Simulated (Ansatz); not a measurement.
System: MgO.

```
Mg O
1.0
     0.00000   -4.20422    0.00000
     0.00000    0.00000   -4.20422
     4.20422    0.00000    0.00000
Mg O
4 4
Direct
  0.00000 0.00000 0.00000
  0.50000 0.00000 0.50000
  0.00000 0.50000 0.50000
  0.50000 0.50000 0.00000
  0.00000 0.00000 0.47027
  0.50000 0.00000 0.00000
  0.00000 0.50000 0.00000
  0.50000 0.50000 0.50000
```

Space group P4mm; changed on purpose from its base cell (atom 5 (O) moved +0.125 A towards its neighbour atom 1 (Mg) at 2.102 A); not relaxed (largest force 1.5 eV/Å).

Theory: Ansatz 0.2.0, DFT r2SCAN, scalar-relativistic, plane waves, PAW.

Q: What can the converged valence pseudo-density and electron localisation function tell about the bonding?

A: Mg–O (2.10 Å): ρ is about 0.35 e/Å³ halfway; the ELF peaks at about 0.85 in the valence shell of O, 0.7 Å from its nucleus, and is about 0.35 at the midpoint: an ionic contact with no shared pair.

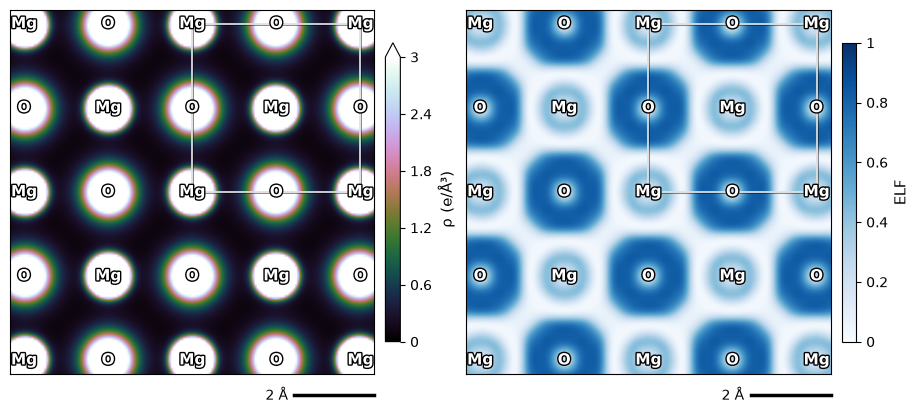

Computed valence pseudo-density and electron localisation function on the (010) plane of the conventional cell, in this order. 

In a PAW calculation such maps are meaningful between the atoms, not at the nuclei.
